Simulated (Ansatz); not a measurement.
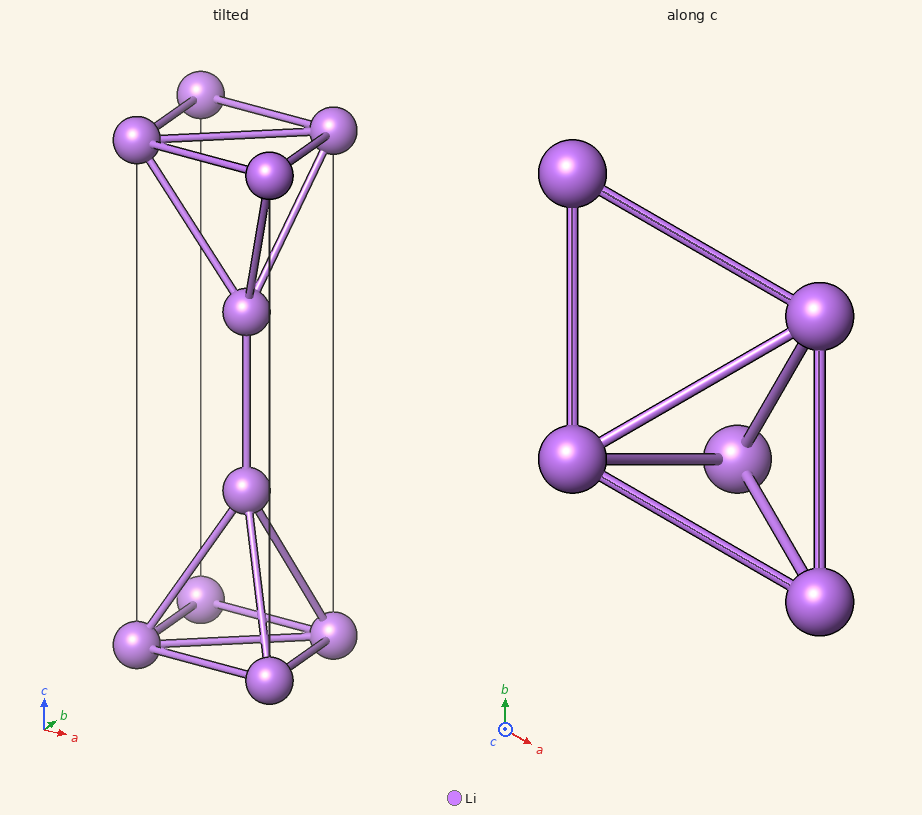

The crystal in a ball-and-stick representation, seen slightly off an axis and along the c axis. One conventional unit cell is framed, with atoms on its boundary repeated.

Li, space group P-6m2 (No. 187), a = 3.006 Å, b = 3.006 Å, c = 7.793 Å, α = 90.00°, β = 90.00°, γ = 120.00°. Origin of the cell: a structure type filled with this element by a generator (whether the element takes this form wasn't checked). Earlier steps of the study may have refined or changed the cell and positions. It was run through Ansatz as a DFT input.

This one geometry was computed with Ansatz (DFT, plane waves, PAW) at three levels of theory: PBE, LDA and r2SCAN.

### How does the band gap change with the level of theory?

All levels give a metal.

### Collect the results in a table.

| level | cutoff (eV) | k-mesh of the run's cell | gap (eV) | pressure (GPa) |
| --- | --- | --- | --- | --- |
| PBE | 420 | 18×18×6 | metal | 0.0 |
| LDA | 420 | 18×18×6 | metal | -0.9 |
| r2SCAN | 500 | 18×18×6 | metal | 0.5 |

Gaps are taken on the k-mesh or band path of each run.
